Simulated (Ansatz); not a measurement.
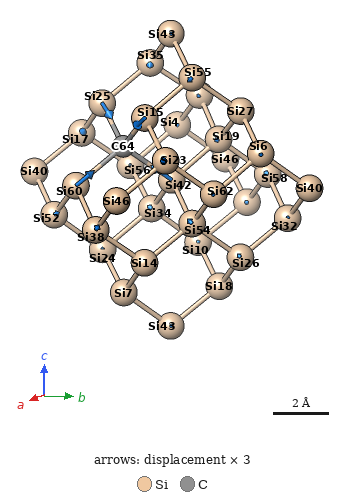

A relaxation of a defect cell of composition Si₆₃C. The starting structure is drawn; blue arrows show the displacements, magnified 3 times.

The picture is a ball-and-stick view of the atoms within 5.8 Å of the atom that moves most (axes of the cell of the calculation (origin shifted)), seen slightly off an axis.

The calculation used Ansatz 0.2.0, DFT, PBEsol, PAW, plane waves. (plane-wave cutoff 420 eV; k-point mesh 1 × 1 × 1; mesh shifted by (0.25, 0.25, 0.25); no spin polarisation; atoms relaxed in a fixed cell; force threshold 0.03 eV/Å; at most 80 steps)

Q: Atoms of which element are displaced furthest, and by how much?

A: Silicon: up to 0.35 Å, against 0.01 Å for carbon.

Q: What happened in the run?

A: Over 6 geometry steps the energy falls by 2.388 eV per cell of the calculation. Largest force component: 1.7 eV/Å at the start, 0.013 eV/Å at the end. The atom that moves furthest is a Si atom (0.35 Å along [1 −1 1]). By element the largest moves are Si 0.35 Å, C 0.01 Å. The cell doesn't change. Near-neighbour distances that change, for instance: C–Si 2.362 → 2.009 Å, C–Si 2.328 → 2.011 Å, Si–Si 2.316 → 2.410 Å, Si–Si 2.332 → 2.406 Å. Bond angles that change, for instance: Si–Si–Si 107.9° → 116.4°, Si–Si–Si 110.7° → 102.7°, Si–Si–C 108.4° → 116.0°.
